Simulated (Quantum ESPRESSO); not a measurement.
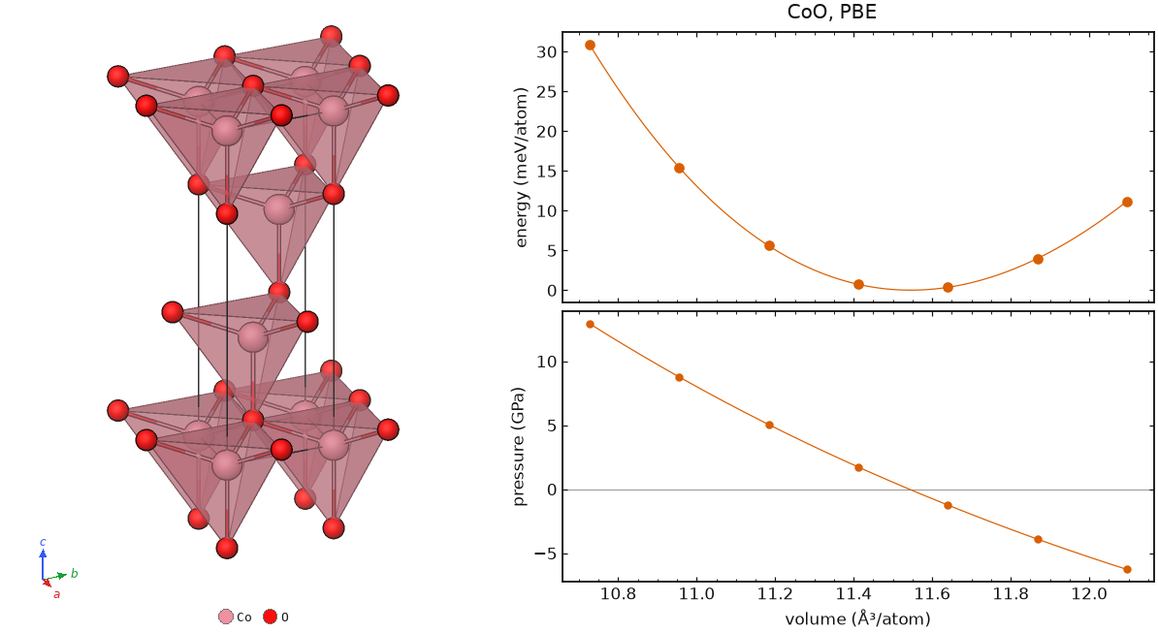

The plot gives the computed energy and pressure against volume for CoO, space group R3m (No. 160). The conventional cell is drawn beside the plot.

Cell as given: a = 3.164 Å, b = 3.164 Å, c = 3.164 Å, α = 60.85°, β = 60.85°, γ = 60.85°; 2 atoms.

How it was computed, with Quantum ESPRESSO 7.5: plane-wave DFT, collinear spins; energies at scaled volumes of the given cell, shape and fractions fixed, counted from the fit's minimum, third-order Birch-Murnaghan fit. Level: PBE, collinear spin.

k mesh 6×6×6; occupations fixed; potentials PseudoDojo 0.5 SR PBE standard; wave cutoff 1306 eV; density cutoff 5225 eV.

Q: Give the fitted equation-of-state parameters.

A: A third-order Birch–Murnaghan fit gives V0 = 11.54 Å³/atom, B0 = 149 GPa and B′ = 4.7.

Q: Read off the course of the pressure.

A: It falls from 12.93 GPa at volume 10.73 Å³/atom to −6.27 GPa at 12.10 Å³/atom, and changes sign near 11.54 Å³/atom.

Limits of the calculation: shape and atomic fractions are frozen while scaling, which makes layered, chain and framework solids too stiff.
